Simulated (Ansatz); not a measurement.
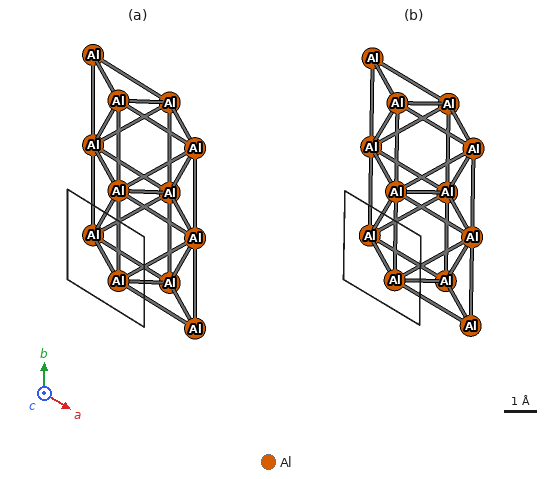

The structure of crystalline Al (a generated structure, set up in Cmcm) before (left) and after (right) a relaxation, at one scale.

A ball-and-stick model of the cell of the calculation, repeated 2 × 3 × 1 with one cell outlined, seen along the c axis.

Level of theory: Ansatz 0.2.0, DFT PBE, scalar-relativistic, plane waves, PAW.

Input
```yaml
crystal:
  lattice:
    - [1.4098501795, -2.5348578278, 0.0]
    - [1.4098501795, 2.5348578278, 0.0]
    - [0.0, 0.0, 4.6579198337]
  atoms:
    - { symbol: Al, position: [0.6655690768, 0.3344309232, 0.75] }
    - { symbol: Al, position: [0.3344309232, 0.6655690768, 0.25] }
basis:
  ecutwfc: 420
kpoints:
  mp_grid: { grid: [22, 22, 12] }
hamiltonian:
  xc: pbe
scf:
  occupations: { method: gaussian, width: 0.1 }
output:
  forces: true
  stress: true
  eigenvalues: true
relax:
  adjacent_minimum: "off"
  f_tol: 0.01
  max_steps: 80
  cell: { stress_tol: 0.05 }
```

Command:
```bash
ansatz run input.yaml --threads 1 --pin off --max-ram 2560MiB --backend cpu --events-out ev --progress --plain --runs-dir out
```

### What changed between the two?

The largest moves relative to the cell, 0.006 Å, are those of Al1 and Al2. Al1 goes along [1 −1 0]. The drawn cell changes at constant volume: a = b 2.901 → 2.851 Å (−1.7 %), c 4.658 → 4.730 Å (+1.5 %), γ 121.8° → 120.0°. Near-neighbour distances that change, for instance: Al1–Al1 2.901 → 2.851 Å, Al1–Al1 (another image) 2.820 → 2.851 Å, Al1–Al2 2.854 → 2.881 Å. The space group (tolerance 0.01 Å) goes from Cmcm (No. 63) to P6_3/mmc (No. 194). The energy falls by 2.7 meV per atom in 4 accepted moves (7 points after the start). Largest force component: 0.0034 eV/Å at the start, 0.00029 eV/Å at the end. Pressure: 0.05 GPa at the start and 0.00 GPa at the end. The line search rejected the trial step at point 3 of the run. The SCF was repeated twice at an unchanged geometry on a basis and grid sized afresh for the cell, which shifted the energy by less than 0.05 meV per atom at most. The run took 120 s on 1 thread of Arm Neoverse V1, with other jobs on the host, peak memory 0.56 GiB.
